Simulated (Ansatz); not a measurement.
```yaml
crystal:
  lattice:
    - [2.51968, 0.00000, 0.00000]
    - [0.00000, 7.55905, 0.00000]
    - [0.00000, 0.00000, 25.69012]
  atoms:
    - { symbol: Cu, position: [0.50000, 0.28223, 0.29704] }
    - { symbol: Cu, position: [0.00000, 0.55580, 0.31694] }
    - { symbol: Cu, position: [0.50000, 0.83157, 0.33821] }
    - { symbol: Cu, position: [0.00000, 0.10462, 0.36036] }
    - { symbol: Cu, position: [0.50000, 0.38668, 0.38605] }
    - { symbol: Cu, position: [0.00000, 0.66801, 0.40779] }
    - { symbol: Cu, position: [0.50000, 0.94537, 0.43080] }
    - { symbol: Cu, position: [0.00000, 0.22124, 0.45423] }
    - { symbol: Cu, position: [0.50000, 0.50089, 0.47682] }
    - { symbol: Cu, position: [0.00000, 0.77778, 0.50000] }
    - { symbol: Cu, position: [0.50000, 0.05467, 0.52318] }
    - { symbol: Cu, position: [0.00000, 0.33432, 0.54577] }
    - { symbol: Cu, position: [0.50000, 0.61019, 0.56920] }
    - { symbol: Cu, position: [0.00000, 0.88755, 0.59221] }
    - { symbol: Cu, position: [0.50000, 0.16888, 0.61395] }
    - { symbol: Cu, position: [0.00000, 0.45093, 0.63964] }
    - { symbol: Cu, position: [0.50000, 0.72398, 0.66179] }
    - { symbol: Cu, position: [0.00000, 0.99976, 0.68306] }
    - { symbol: Cu, position: [0.50000, 0.27333, 0.70296] }
```

Computed without spin polarisation.

Method: Ansatz, DFT PBEsol, scalar-relativistic, plane waves, PAW.

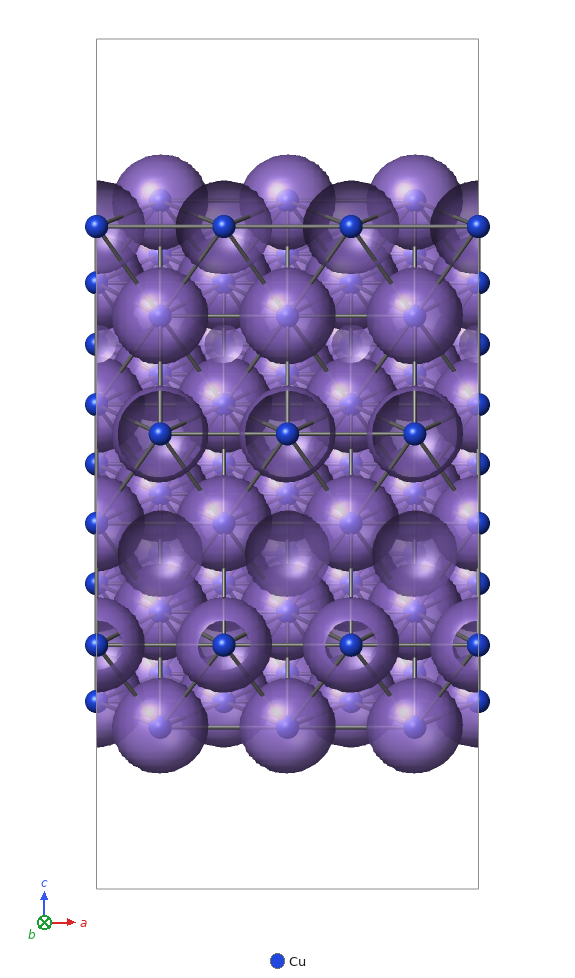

Cu (slab). Isosurface of the valence pseudo-density at 0.5 e/Å³ (purple), seen along the b axis. Sticks mark near contacts.

In a PAW calculation such maps are meaningful between the atoms, not at the nuclei.

> How is the density connected at this value?

At this value the density breaks into separate islands; it holds about 90 % of the electrons treated as valence (semicore included). It bridges none of the near contacts. It is pinched off along the sampled Cu–Cu (2.42 Å), Cu–Cu (2.47 Å), Cu–Cu (2.52 Å) and Cu–Cu (2.56 Å) contacts. On the grid the lowest density along these lines, outside the cores, is 0.33 e/Å³ (Cu–Cu, 2.42 Å), 0.31 e/Å³ (Cu–Cu, 2.47 Å), 0.29 e/Å³ (Cu–Cu, 2.52 Å) and 0.27 e/Å³ (Cu–Cu, 2.56 Å).

> Does the calculation give a band gap?

It is gapless in this calculation (a metal or semimetal).
